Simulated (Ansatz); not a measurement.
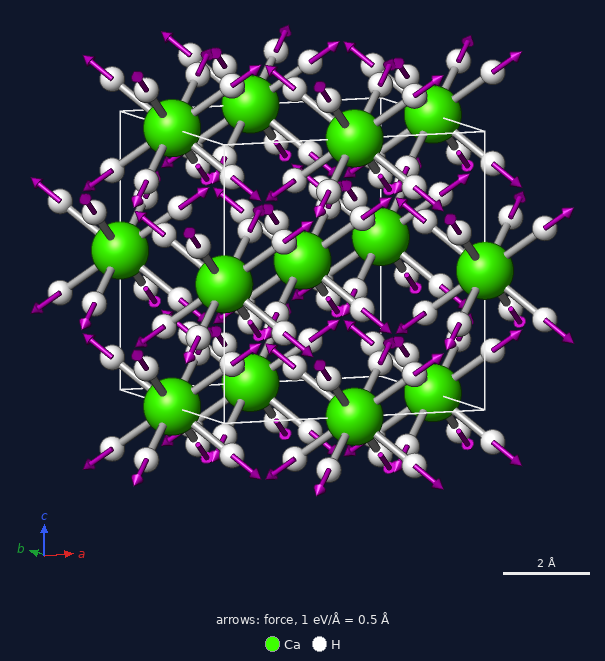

Starting geometry of solid CaH$_{8}$ (a generated structure, set up in Fm-3m) (coarse preliminary run) with the computed forces as purple arrows. A ball-and-stick model of the conventional cell (4 times the calculation's cell), seen slightly off an axis. Lengths and directions refer to the drawn axes.

Level of theory: DFT PBE, scalar-relativistic, plane waves, PAW (Ansatz 0.2.0). Set-up: plane-wave cutoff 420 eV; k-point mesh 4 × 4 × 4; occupations gaussian; smearing width 0.1 eV; no spin polarisation; cell and atoms relaxed; force threshold 0.04 eV/Å; at most 70 steps.

What follows when this structure is relaxed?

It isn't relaxed: the largest force vector, on H atoms, is 1.85 eV/Å. The atoms end up moving mostly along the starting forces (cosine between the two patterns 1.00). Over 4 accepted moves (6 points after the start) the energy falls by 1.967 eV per cell of the calculation. Largest force component: 1.1 eV/Å at the start, 0.00086 eV/Å at the end. The pressure goes from 12.00 to 0.09 GPa. The SCF was repeated twice at an unchanged geometry on a basis and grid sized afresh for the cell, which shifted the energy by 35.3 meV per cell of the calculation at most. The largest moves relative to the cell, 0.20 Å, are those of H atoms. Ca stays in place. Cell: a = b = c 6.535 → 7.082 Å (+8.4 %). Volume +27.3 %. Among the contacts that change: Ca–H 1.857 → 2.218 Å. The space group stays Fm-3m (No. 225). Cost: 12 s on 1 thread of Arm Neoverse N1, with other jobs on the host, peak memory 0.36 GiB.
